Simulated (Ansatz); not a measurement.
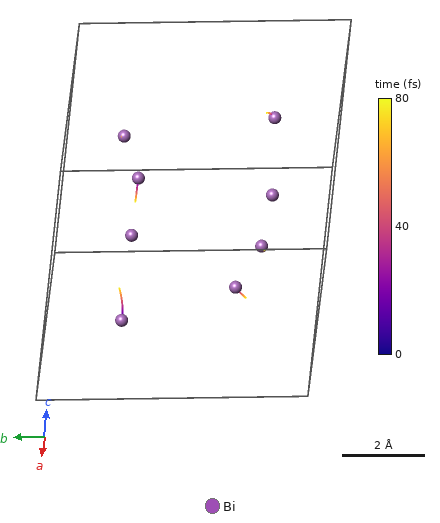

Molecular dynamics of an 8-atom cell of Bi, 80 fs long. Lines trace each atom's path, coloured by time; spheres stand at the starting positions. Seen from a free direction in the simulation cell.

Method: Ansatz, DFT, PAW plane waves, PBE. Run with plane-wave cutoff 420 eV; k-point mesh 3 × 2 × 3; Fermi-Dirac smearing 0.05 eV; Nosé-Hoover thermostat (NVT); set temperature 1200 K; time step 2 fs.

The input:
```yaml
crystal:
  lattice:
    - [-0.561147, -5.265625, -3.753595]
    - [-4.903557, 2.408007, -3.779355]
    - [4.819177, 2.549175, -3.574361]
  atoms:
    - { symbol: Bi, position: [0.29436, 0.23743, 0.205168] }
    - { symbol: Bi, position: [0.2826, 0.787107, 0.68739] }
    - { symbol: Bi, position: [0.770728, 0.212444, 0.734891] }
    - { symbol: Bi, position: [0.727068, 0.718959, 0.168148] }
    - { symbol: Bi, position: [0.250425, 0.240152, 0.73757] }
    - { symbol: Bi, position: [0.259277, 0.721028, 0.2379] }
    - { symbol: Bi, position: [0.70536, 0.312625, 0.291935] }
    - { symbol: Bi, position: [0.781434, 0.712838, 0.824215] }
kpoints:
  mp_grid: { grid: [3, 2, 3] }
magnetization:
  spin_polarized: false
scf:
  occupations: { method: fermi_dirac, width: 0.05 }
hamiltonian:
  pseudopotentials: { kind: paw }
  xc: pbe
basis:
  ecutwfc: 420
md:
  timestep: 2.0
  n_steps: 40
  ensemble: nvt_nose_hoover
  temperature: 1200.0
  initial_velocities: maxwell_boltzmann
  seed: 865491
```

Command:
```bash
ansatz run input.yaml --threads 2 --pin off --max-ram 2560MiB --backend cpu --events-out ev --progress --plain --runs-dir out
```

> What do the traces tell about the motion?

Root-mean-square distances from the starting positions over the second half, with the common drift of all atoms taken out: Bi 0.34 Å. The run lasts only 80 fs, too short to tell vibration from diffusion. The mean temperature in the second half is 3076 K (standard deviation 486 K). That is above the set 1200 K, because the structure releases potential energy faster than the thermostat removes it. The potential energy in the second half lies on average 414 meV per atom below the first frame. The first frame is far from relaxed (forces up to 13.6 eV/Å), so much of the motion is the structure settling. The conserved quantity stays between −0.61 and 0 meV per atom of its start. A straight-line fit has a slope that amounts to −0.011 meV per atom over 80 fs (under 0.1 % of the mean kinetic energy), and the ripple about it is 0.1 % of the kinetic energy's fluctuation. With a drift under 2 % and a ripple under 7 %, the integration is accurate.

Limits of the set-up: the k-point mesh is coarse for a cell with partly filled bands.

The run took about 15 core-minutes on a shared host.
